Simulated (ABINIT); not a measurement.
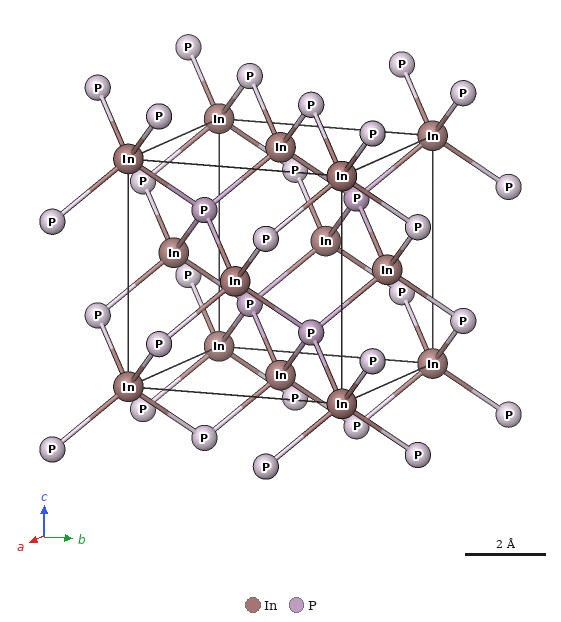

The starting structure (ball-and-stick view of the cell 4 times as large as that of the calculation, set on its symmetry axes, seen slightly off an axis; neighbours outside the cell are drawn fainter).

# InP: geometry relaxation (part 1 of 2)

- system: InP (F-43m, 2 atoms in the cell)
- method: Kohn-Sham DFT of a periodic cell, LDA, JTH PAW LDA v2.0, no spin polarisation (ABINIT 10.8.3)

The structure derives from an entry of the Crystallography Open Database.

## Output
```
.Version 10.8.3 of ABINIT
 Symmetries : space group F-4 3 m (#216); Bravais cF (face-center cubic)
================================================================================
 Values of the parameters that define the memory need of the present run
     intxc =       0    ionmov =       2      iscf =      17    lmnmax =      18
     lnmax =       6     mgfft =      36  mpssoang =       3    mqgrid =    3001
     natom =       2  nloc_mem =       2    nspden =       1   nspinor =       1
    nsppol =       1      nsym =      24    n1xccc =       1    ntypat =       2
    occopt =       3   xclevel =       1
       mpw =        1853          nfft =       46656          nkpt =          16
 PAW method is used; the additional fine FFT grid is defined by:
   mgfftf=        50    nfftf =    125000
================================================================================
================================================================================

--------------------------------------------------------------------------------
------------- Echo of variables that govern the present computation ------------
--------------------------------------------------------------------------------
 -outvars: echo values of preprocessed input variables --------
            acell      7.8316918400E+00  7.8316918400E+00  7.8316918400E+00 Bohr
              amu      1.14820000E+02  3.09737620E+01
          chkprim           0
      chksymtnons           0
          dilatmx      1.08000000E+00
             ecut      2.00000000E+01 Hartree
           ecutsm      5.00000000E-01 Hartree
           ionmov           2
              ixc           7
         kptrlatt        6    0    0      0    6    0      0    0    6
          kptrlen      4.69901510E+01
            natom           2
            nband          13
            ngfft          36      36      36
          ngfftdg          50      50      50
             nkpt          16
            nstep          80
             nsym          24
            ntime          50
           ntypat           2
           occopt           3
          optcell           2
        pawecutdg      4.00000000E+01 Hartree
           prtden           0
        prtebands           0
           prteig           0
            prtwf           0
            rprim      0.0000000000E+00  7.0710678120E-01  7.0710678120E-01
                       7.0710678120E-01  0.0000000000E+00  7.0710678120E-01
                       7.0710678120E-01  7.0710678120E-01  0.0000000000E+00
          spgroup         216
           tolmxf      2.00000000E-05
           tolsym      1.00000000E-06
           tolvrs      1.00000000E-10
           tsmear      1.83746611E-03 Hartree
            typat      1  2
           useylm           1
           xangst      0.0000000000E+00  0.0000000000E+00  0.0000000000E+00
                       4.3957499971E+00  4.3957499971E+00  4.3957499971E+00
            xcart      0.0000000000E+00  0.0000000000E+00  0.0000000000E+00
                       8.3067636125E+00  8.3067636125E+00  8.3067636125E+00
             xred      0.0000000000E+00  0.0000000000E+00  0.0000000000E+00
                       7.5000000000E-01  7.5000000000E-01  7.5000000000E-01
            znucl       49.00000   15.00000

================================================================================

 chkinp: Checking input parameters for consistency.

================================================================================
== DATASET  1 ==================================================================

--- !DatasetInfo
iteration_state: {dtset: 1, }
dimensions: {natom: 2, nkpt: 16, mband: 13, nsppol: 1, nspinor: 1, nspden: 1, mpw: 1853, }
cutoff_energies: {ecut:  20.0, pawecutdg:  40.0, }
electrons: {nelect:   1.80000000E+01, charge:   0.00000000E+00, occopt:   3.00000000E+00, tsmear:   1.83746611E-03, }
meta: {optdriver: 0, ionmov: 2, optcell: 2, iscf: 17, paral_kgb: 0, }
...

 Exchange-correlation functional for the present dataset will be:
  LDA: Perdew-Wang 92 LSD fit to Ceperley-Alder data - ixc=7
  J.P.Perdew and Y.Wang, PRB 45, 13244 (1992)

 Real(R)+Recip(G) space primitive vectors, cartesian coordinates (Bohr,Bohr^-1):
 R(1)=  0.0000000  5.5378424  5.5378424  G(1)= -0.0902879  0.0902879  0.0902879
 R(2)=  5.5378424  0.0000000  5.5378424  G(2)=  0.0902879 -0.0902879  0.0902879
 R(3)=  5.5378424  5.5378424  0.0000000  G(3)=  0.0902879  0.0902879 -0.0902879
 Unit cell volume ucvol=  3.3966576E+02 bohr^3
 Angles (23,13,12)=  6.00000000E+01  6.00000000E+01  6.00000000E+01 degrees

 Coarse grid specifications (used for wave-functions):

 getcut: wavevector=  0.0000  0.0000  0.0000  ngfft=  36  36  36
         ecut(hartree)=     23.328   => boxcut(ratio)=   2.11419

 Fine grid specifications (used for densities):

 getcut: wavevector=  0.0000  0.0000  0.0000  ngfft=  50  50  50
         ecut(hartree)=     46.656   => boxcut(ratio)=   2.07716

--- Pseudopotential description ------------------------------------------------
- pspini: atom type   1  psp file is ./In.LDA_PW-JTH.xml
 Pseudopotential format is: paw10
 basis_size (lnmax)=  6 (lmn_size= 18), orbitals=   0   0   1   1   2   2
 Spheres core radius: rc_sph= 2.50644782
 Shapefunction is BESSEL type: shapef(r,l)=aa(1,l)*jl(q(1,l)*r)+aa(2,l)*jl(q(2,l)*r)
 Radius for shape functions =  1.40569481
 Compensation charge density is not taken into account in XC energy/potential

- pspini: atom type   2  psp file is ./P.LDA_PW-JTH.xml
 Pseudopotential format is: paw10
 basis_size (lnmax)=  4 (lmn_size=  8), orbitals=   0   0   1   1
 Spheres core radius: rc_sph= 1.60765221
 Shapefunction is SIN type: shapef(r)=[sin(pi*r/rshp)/(pi*r/rshp)]**2
 Radius for shape functions =  1.60765221
 Compensation charge density is not taken into account in XC energy/potential

   4.46325274E+02                                ecore*ucvol(ha*bohr**3)
--------------------------------------------------------------------------------

================================================================================

=== [ionmov= 2] Broyden-Fletcher-Goldfarb-Shanno method (forces)
================================================================================

--- Iteration: ( 1/50) Internal Cycle: (1/1)
--------------------------------------------------------------------------------

---SELF-CONSISTENT-FIELD CONVERGENCE--------------------------------------------

--- !BeginCycle
iteration_state: {dtset: 1, itime: 1, icycle: 1, }
solver: {iscf: 17, nstep: 80, nline: 4, wfoptalg: 10, }
tolerances: {tolvrs: 1.00E-10, }
...

     iter   Etot(hartree)      deltaE(h)  residm     nres2
 ETOT  1  -64.863601874746    -6.486E+01 1.162E-01 4.513E+00
 ETOT  2  -64.901490697913    -3.789E-02 3.558E-03 1.048E+00
 ETOT  3  -64.900648451721     8.422E-04 1.286E-03 1.765E-01
 ETOT  4  -64.900399405013     2.490E-04 2.045E-04 8.156E-03
 ETOT  5  -64.900407331384    -7.926E-06 9.034E-05 5.977E-04
 ETOT  6  -64.900408077958    -7.466E-07 8.608E-05 2.609E-05
 ETOT  7  -64.900408081235    -3.277E-09 3.326E-05 1.349E-06
 ETOT  8  -64.900408088361    -7.127E-09 5.862E-05 8.670E-08
 ETOT  9  -64.900408088436    -7.481E-11 1.181E-05 2.839E-08
 ETOT 10  -64.900408088430     6.210E-12 9.808E-06 1.105E-09
 ETOT 11  -64.900408088434    -4.576E-12 4.278E-06 8.280E-11

 At SCF step   11       nres2   =  8.28E-11 < tolvrs=  1.00E-10 =>converged.

 Cartesian components of stress tensor (hartree/bohr^3)
  sigma(1 1)=  4.05569019E-05  sigma(3 2)=  0.00000000E+00
  sigma(2 2)=  4.05569019E-05  sigma(3 1)=  0.00000000E+00
  sigma(3 3)=  4.05569019E-05  sigma(2 1)=  0.00000000E+00

--- !ResultsGS
iteration_state: {dtset: 1, itime: 1, icycle: 1, }
comment   : Summary of ground state results
lattice_vectors:
- [  0.0000000,   5.5378424,   5.5378424, ]
- [  5.5378424,   0.0000000,   5.5378424, ]
- [  5.5378424,   5.5378424,   0.0000000, ]
lattice_lengths: [   7.83169,    7.83169,    7.83169, ]
lattice_angles: [ 60.000,  60.000,  60.000, ] # degrees, (23, 13, 12)
lattice_volume:   3.3966576E+02
convergence: {deltae: -4.576E-12, res2:  8.280E-11, residm:  4.278E-06, diffor: null, }
etotal    :  -6.49004081E+01
entropy   :   0.00000000E+00
fermie    :   1.76581855E-01
cartesian_stress_tensor: # hartree/bohr^3
- [  4.05569019E-05,   0.00000000E+00,   0.00000000E+00, ]
- [  0.00000000E+00,   4.05569019E-05,   0.00000000E+00, ]
- [  0.00000000E+00,   0.00000000E+00,   4.05569019E-05, ]
pressure_GPa:  -1.1932E+00
xred      :
- [  0.0000E+00,   0.0000E+00,   0.0000E+00, In]
- [  7.5000E-01,   7.5000E-01,   7.5000E-01,  P]
cartesian_forces: # hartree/bohr
- [ -0.00000000E+00,  -0.00000000E+00,  -0.00000000E+00, ]
- [ -0.00000000E+00,  -0.00000000E+00,  -0.00000000E+00, ]
force_length_stats: {min:   0.00000000E+00, max:   0.00000000E+00, mean:   0.00000000E+00, }
...

 Integrated electronic density in atomic spheres:
 ------------------------------------------------
 Atom  Sphere_radius  Integrated_density
    1        2.50645         11.27885269
    2        1.60765          1.58429936

---OUTPUT-----------------------------------------------------------------------

 Cartesian coordinates (xcart) [bohr]
  0.00000000000000E+00  0.00000000000000E+00  0.00000000000000E+00
  8.30676361249906E+00  8.30676361249906E+00  8.30676361249906E+00
 Reduced coordinates (xred)
  0.00000000000000E+00  0.00000000000000E+00  0.00000000000000E+00
  7.50000000000000E-01  7.50000000000000E-01  7.50000000000000E-01
 Cartesian forces (fcart) [Ha/bohr]; max,rms= 0.00000E+00 0.00000E+00 (free atoms)
 -0.00000000000000E+00 -0.00000000000000E+00 -0.00000000000000E+00
 -0.00000000000000E+00 -0.00000000000000E+00 -0.00000000000000E+00
 Gradient of E wrt nuclear positions in reduced coordinates (gred)
  0.00000000000000E+00  0.00000000000000E+00  0.00000000000000E+00
  0.00000000000000E+00  0.00000000000000E+00  0.00000000000000E+00
 Scale of Primitive Cell (acell) [bohr]
  7.83169184000000E+00  7.83169184000000E+00  7.83169184000000E+00
 Real space primitive translations (rprimd) [bohr]
  0.00000000000000E+00  5.53784240833271E+00  5.53784240833271E+00
  5.53784240833271E+00  0.00000000000000E+00  5.53784240833271E+00
  5.53784240833271E+00  5.53784240833271E+00  0.00000000000000E+00
 Unitary Cell Volume (ucvol) [Bohr^3]=  3.39665763076324E+02
 Angles (23,13,12)= [degrees]
  6.00000000000000E+01  6.00000000000000E+01  6.00000000000000E+01
 Lengths [Bohr]
  7.83169184014900E+00  7.83169184014900E+00  7.83169184014900E+00
 Stress tensor in cartesian coordinates (strten) [Ha/bohr^3]
  4.05569018656496E-05  0.00000000000000E+00  0.00000000000000E+00
  0.00000000000000E+00  4.05569018656496E-05  0.00000000000000E+00
  0.00000000000000E+00  0.00000000000000E+00  4.05569018656496E-05
 Total energy (etotal) [Ha]= -6.49004080884344E+01

--- Iteration: ( 2/50) Internal Cycle: (1/1)
--------------------------------------------------------------------------------

---SELF-CONSISTENT-FIELD CONVERGENCE--------------------------------------------

--- !BeginCycle
iteration_state: {dtset: 1, itime: 2, icycle: 1, }
solver: {iscf: 17, nstep: 80, nline: 4, wfoptalg: 10, }
tolerances: {tolvrs: 1.00E-10, }
...

     iter   Etot(hartree)      deltaE(h)  residm     nres2
 ETOT  1  -64.900772085739    -6.490E+01 1.682E-05 1.155E-01
 ETOT  2  -64.900448885913     3.232E-04 4.474E-06 1.385E-02
 ETOT  3  -64.900453464675    -4.579E-06 4.950E-06 3.503E-03
 ETOT  4  -64.900453215632     2.490E-07 3.440E-06 3.456E-05
 ETOT  5  -64.900453231643    -1.601E-08 2.554E-06 3.767E-06
 ETOT  6  -64.900453241853    -1.021E-08 3.301E-06 2.654E-07
 ETOT  7  -64.900453242609    -7.561E-10 2.674E-06 6.536E-09
 ETOT  8  -64.900453242667    -5.775E-11 3.198E-06 2.474E-10
 ETOT  9  -64.900453242668    -1.108E-12 2.634E-06 3.101E-11

 At SCF step    9       nres2   =  3.10E-11 < tolvrs=  1.00E-10 =>converged.

 Cartesian components of stress tensor (hartree/bohr^3)
  sigma(1 1)=  3.23665862E-05  sigma(3 2)=  0.00000000E+00
  sigma(2 2)=  3.23665862E-05  sigma(3 1)=  0.00000000E+00
  sigma(3 3)=  3.23665862E-05  sigma(2 1)=  0.00000000E+00

--- !ResultsGS
iteration_state: {dtset: 1, itime: 2, icycle: 1, }
comment   : Summary of ground state results
lattice_vectors:
- [  0.0000000,   5.5311045,   5.5311045, ]
- [  5.5311045,   0.0000000,   5.5311045, ]
- [  5.5311045,   5.5311045,   0.0000000, ]
lattice_lengths: [   7.82216,    7.82216,    7.82216, ]
lattice_angles: [ 60.000,  60.000,  60.000, ] # degrees, (23, 13, 12)
lattice_volume:   3.3842745E+02
convergence: {deltae: -1.108E-12, res2:  3.101E-11, residm:  2.634E-06, diffor: null, }
etotal    :  -6.49004532E+01
entropy   :   0.00000000E+00
fermie    :   1.78362026E-01
cartesian_stress_tensor: # hartree/bohr^3
- [  3.23665862E-05,   0.00000000E+00,   0.00000000E+00, ]
- [  0.00000000E+00,   3.23665862E-05,   0.00000000E+00, ]
- [  0.00000000E+00,   0.00000000E+00,   3.23665862E-05, ]
pressure_GPa:  -9.5226E-01
xred      :
- [  0.0000E+00,   0.0000E+00,   0.0000E+00, In]
- [  7.5000E-01,   7.5000E-01,   7.5000E-01,  P]
cartesian_forces: # hartree/bohr
- [  2.85245346E-31,  -9.50817820E-32,  -9.50817820E-32, ]
- [ -2.85245346E-31,   9.50817820E-32,   9.50817820E-32, ]
force_length_stats: {min:   3.15350595E-31, max:   3.15350595E-31, mean:   3.15350595E-31, }
...

 Integrated electronic density in atomic spheres:
 ------------------------------------------------
 Atom  Sphere_radius  Integrated_density
    1        2.50645         11.27508824
    2        1.60765          1.59724118

---OUTPUT-----------------------------------------------------------------------

 Cartesian coordinates (xcart) [bohr]
  0.00000000000000E+00  0.00000000000000E+00  0.00000000000000E+00
  8.29665671459946E+00  8.29665671459946E+00  8.29665671459946E+00
 Reduced coordinates (xred)
  0.00000000000000E+00  0.00000000000000E+00  0.00000000000000E+00
  7.50000000000000E-01  7.50000000000000E-01  7.50000000000000E-01
 Cartesian forces (fcart) [Ha/bohr]; max,rms= 2.85245E-31 1.82068E-31 (free atoms)
  2.85245346055913E-31 -9.50817820186376E-32 -9.50817820186376E-32
 -2.85245346055913E-31  9.50817820186376E-32  9.50817820186376E-32
 Gradient of E wrt nuclear positions in reduced coordinates (gred)
  1.05181454029468E-30 -1.05181454029468E-30 -1.05181454029468E-30
 -1.05181454029468E-30  1.05181454029468E-30  1.05181454029468E-30
 Scale of Primitive Cell (acell) [bohr]
  7.82216296542691E+00  7.82216296542691E+00  7.82216296542691E+00
 Real space primitive translations (rprimd) [bohr]
  0.00000000000000E+00  5.53110447639964E+00  5.53110447639964E+00
  5.53110447639964E+00  0.00000000000000E+00  5.53110447639964E+00
  5.53110447639964E+00  5.53110447639964E+00  0.00000000000000E+00
 Unitary Cell Volume (ucvol) [Bohr^3]=  3.38427449771897E+02
 Angles (23,13,12)= [degrees]
  6.00000000000000E+01  6.00000000000000E+01  6.00000000000000E+01
 Lengths [Bohr]
  7.82216296542691E+00  7.82216296542691E+00  7.82216296542691E+00
 Stress tensor in cartesian coordinates (strten) [Ha/bohr^3]
  3.23665861609668E-05  0.00000000000000E+00  0.00000000000000E+00
  0.00000000000000E+00  3.23665861609677E-05  0.00000000000000E+00
  0.00000000000000E+00  0.00000000000000E+00  3.23665861609677E-05
 Total energy (etotal) [Ha]= -6.49004532426679E+01

 Difference of energy with previous step (new-old):
           Absolute (Ha)=-4.51542E-05
           Relative     =-6.95746E-07

--- Iteration: ( 3/50) Internal Cycle: (1/1)
```
